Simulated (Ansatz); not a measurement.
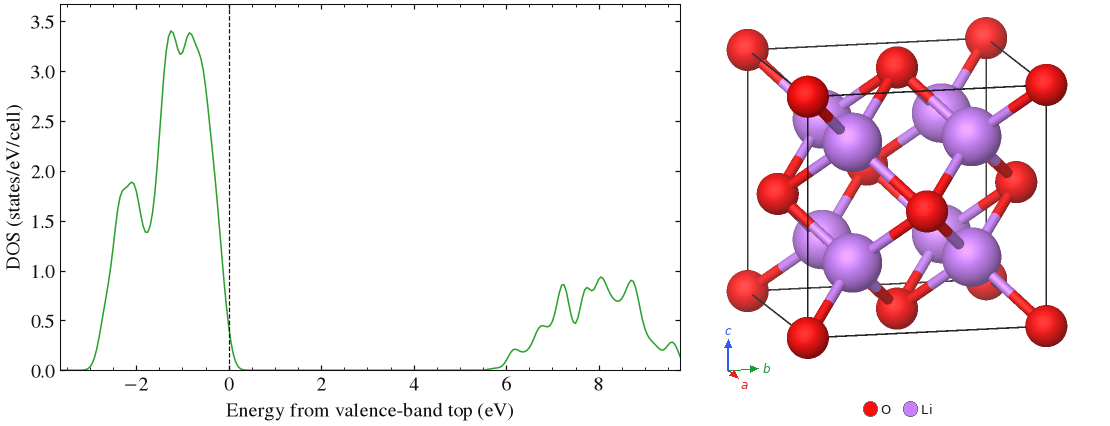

Density of states, beside the structure. Energies are counted from the top of the valence band. The curve is built from the levels of the k mesh with Gaussians 0.3 eV wide, which also blur the band edges.

System: Li2O, space group Fm-3m (No. 225), 3 atoms in the cell, antifluorite type.

Space group Fm-3m (No. 225). a = 4.573 Å, b = 4.573 Å, c = 4.573 Å, α = 90.00°, β = 90.00°, γ = 90.00°
```json
{"atom": "O", "site": "4a", "symmetry": "m-3m", "x": "0.0000", "y": "0.0000", "z": "0.0000"}
{"atom": "Li", "site": "8c", "symmetry": "-43m", "x": "0.2500", "y": "0.7500", "z": "0.7500"}
```

Computed with Ansatz 0.2.0: DFT, r2SCAN, plane waves, PAW, no spin polarisation, 10×10×10 k mesh, 500 eV cutoff.

Question: Is there a gap at the Fermi level, and how wide?

Answer: There is a gap; over the k points computed it is 5.77 eV (indirect; the smallest direct gap is 6.20 eV).

Question: How wide is the upper valence band?

Answer: The upper group of valence states starts about 2.8 eV under the valence-band top, with a gap beneath it; it holds about 6 electrons a cell.
